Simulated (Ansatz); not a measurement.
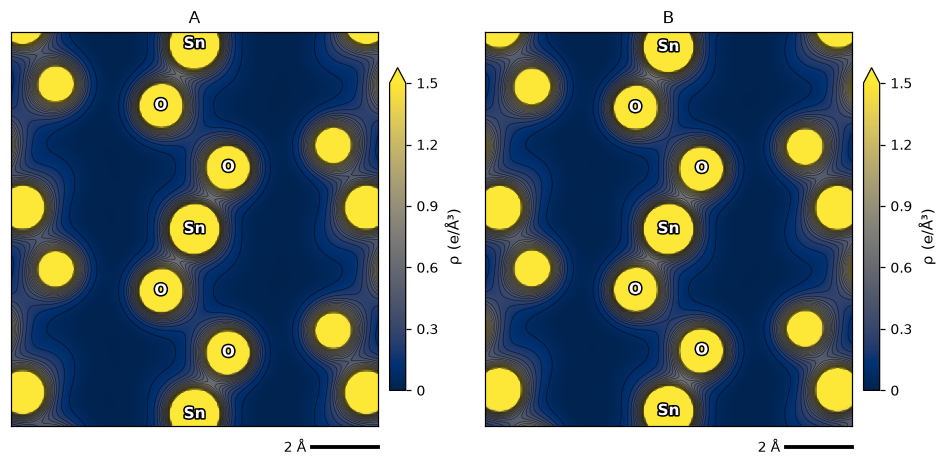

SnO₂. The valence charge density (pseudo) of two cells that differ in size, on the (110) plane of each (indices in the axes of the calculation cell), at one length scale and on one colour scale; one has 14.6 and the other 15.4 Å³ an atom.

Level of theory: DFT PBE+D3(BJ), scalar-relativistic, plane waves, PAW (Ansatz 0.2.0).

Core electrons are frozen (PAW), and the valence fields are smoothed inside the atomic spheres.

The larger cell:

```xyz
6
Lattice="3.2112 0.0000 0.0000 -1.6056 2.7810 0.0000 0.0000 0.0000 10.3331" Properties=species:S:1:pos:R:3 pbc="T T T"
Sn    2.8355    0.0000    5.1665
Sn    0.3756    0.0000    0.0000
O     1.2252    0.9270    4.1517
O     1.9860    0.9270    1.0148
O    -0.3804    1.8540    6.1813
O     0.3804    1.8540    9.3183
```

The smaller cell: a = 3.158 Å, b = 3.158 Å, c = 10.161 Å, α = 90.00°, β = 90.00°, γ = 120.00°.

Question: Which is the denser cell? Describe the effect of the change.

Answer: Panel B is the smaller cell, by 5 % in volume. From the larger cell to the smaller, Sn–O goes from 2.11 to 2.07 Å, and the density at its midpoint from 0.62 to 0.66 e/Å³; the pressure goes from −0.1 to 8 GPa; the Kohn–Sham gap goes from 2.1 eV to 2.5 eV.
